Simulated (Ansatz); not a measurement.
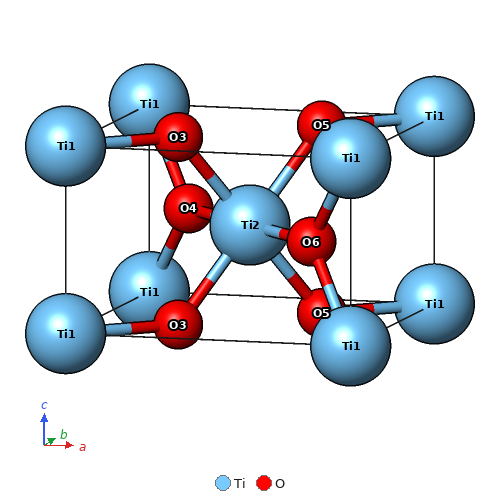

Three computed energy maps of cells of TiO₂. The picture above is the structure of the first map.

Map 1

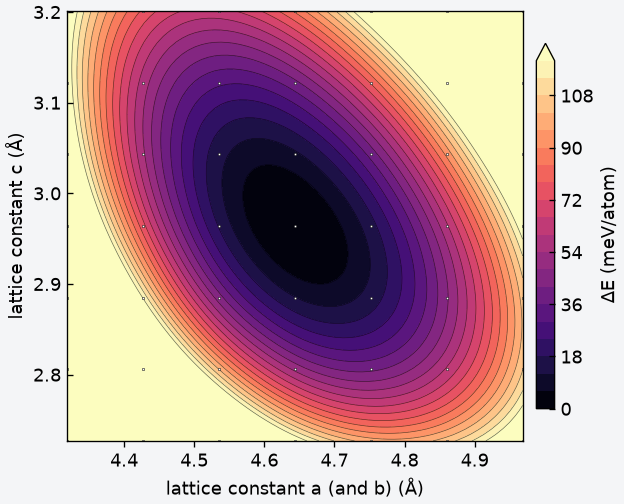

TiO₂ (P4_2/mnm, No. 136; 6 atoms in the cell). The energy is mapped over the lattice constants a and c of the conventional cell. Coordinates scanned: (1) lattice constant a (and b); (2) lattice constant c. Nothing is relaxed (fractional coordinates fixed). Grid: 7 × 7 points. Points are written as (first, second). Energies: meV/atom, counted from the lowest grid point. These are results of DFT PBE, scalar-relativistic, plane waves, PAW in Ansatz, not measurements. Settings: cutoff 520 eV, k-mesh 6×6×10 in the order of the run's cell vectors, gaussian smearing 0.05 eV, no spin polarisation.

In the figure: filled contours, dots at the grid points, one colour for all values above the top of the scale. Between grid points the surface is interpolated.

Map 2

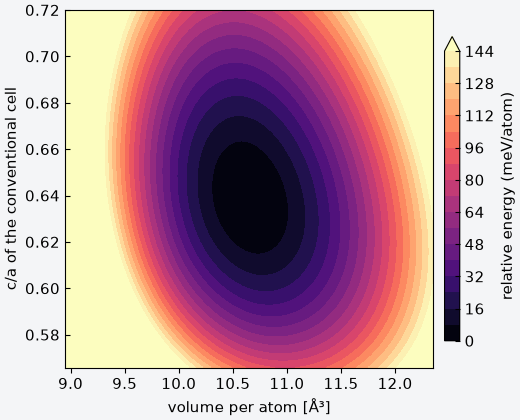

TiO₂ (P4_2/mnm, No. 136; 6 atoms in the cell). The energy is mapped over volume and the cell's shape. First axis: volume per atom. Second axis: c/a of the conventional cell. Nothing is relaxed (fractional coordinates fixed). The scan uses a 7 × 7 grid. Points are written as (first, second). Energies are in meV/atom, from the lowest grid point. This map comes from Ansatz 0.2.0, DFT PBE, scalar-relativistic, plane waves, PAW. Settings: cutoff 520 eV, k-mesh 8×8×10 in the order of the run's cell vectors, gaussian smearing 0.05 eV, no spin polarisation.

Drawn: filled contours, one colour for all values above the top of the scale. Between grid points the surface is interpolated.

Map 3

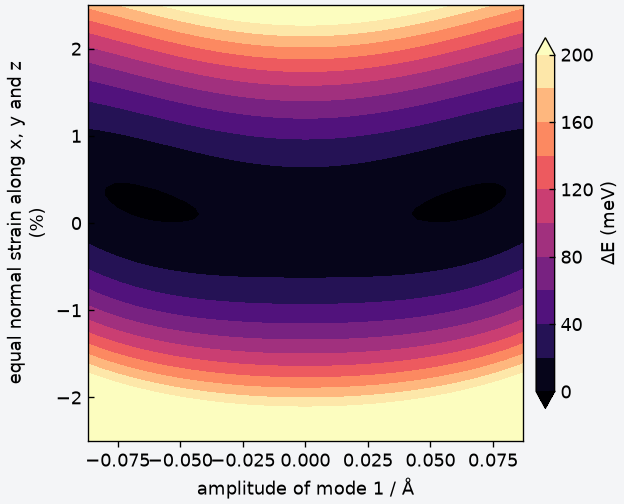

TiO2 (P4_2/mnm, No. 136; 6 atoms in the cell). 
- The energy is mapped over a normal mode and a strain (zone-centre modes of the 6-atom cell of this scan) (x along [1 0 0], y along [0 1 0], z along [0 0 1] of the conventional cell).
- The first coordinate is: amplitude of mode 1 (106i cm⁻¹), largest displacement in the unstrained cell; the second: equal normal strain along x, y and z.
- Nothing is relaxed (the pattern is fixed in fractional coordinates).
- The grid has 11 × 7 points; 42 points were computed and 35 follow by symmetry.
- Points are written as (first, second).
- Energies: meV per cell, counted from the lowest grid point.
- These are results of Ansatz 0.2.0, DFT PBE, scalar-relativistic, plane waves, PAW, not measurements. Settings: cutoff 520 eV, k-mesh 6×6×10 in the order of the run's cell vectors, gaussian smearing 0.05 eV, no spin polarisation.

The picture shows filled contours, one colour for all values above the top of the scale. Between grid points the surface is interpolated.

### Summarise the maps one by one.

Map 1: The lowest grid point is at (4.643 Å, 2.964 Å). It is the only kind of minimum in the scanned range. The highest grid point, (4.318 Å, 2.727 Å), lies 480 meV/atom above the lowest. Round the minimum the valley is somewhat tilted: raising lattice constant a (and b) shifts the best value of lattice constant c downwards (coupling k₁₂/√(k₁₁k₂₂) about 0.5). The gap on the k-mesh is 1.9 eV at the lowest point and runs from 1.3 to 2.5 eV over the map.
Map 2: The lowest grid point is at (10.65 Å³, 0.638). No other kind of well shows on this grid. The highest grid point, (8.95 Å³, 0.566), lies 455 meV/atom above the lowest. Round the minimum the valley is somewhat tilted: raising volume per atom shifts the best value of c/a of the conventional cell downwards (coupling k₁₂/√(k₁₁k₂₂) about 0.2). The gap on the k-mesh is 1.9 eV at the lowest point and runs from 1.4 to 2.4 eV over the map.
Map 3: The lowest grid point is at (−0.052 Å, 0.00 %); the map holds 2 wells of about this depth. It is the only kind of minimum in the scanned range. The highest grid point, (−0.087 Å, −2.50 %), lies 379 meV above the lowest. On the interpolated surface the easiest way out of the lowest well to a well of about the same depth near (0.052 Å, 0.00 %) passes a barrier of about 4.8 meV, counted from the interpolated bottom of the well. The reference (P4_2/mnm) is not the lowest structure on this map: a distortion lowers the energy (space group P4_2nm at the lowest grid point). The gap on the k-mesh is 2.0 eV at the lowest point and runs from 1.7 to 2.3 eV over the map.

### Maps 1, 2, 3 start from a relaxed reference structure. Do they show a way to lower its energy?

Yes. In map 3 the point (−0.052 Å, 0.00 %) lies 3.2 meV below the reference. Elsewhere the reference is the lowest point.

PAW datasets: the set soft_1.
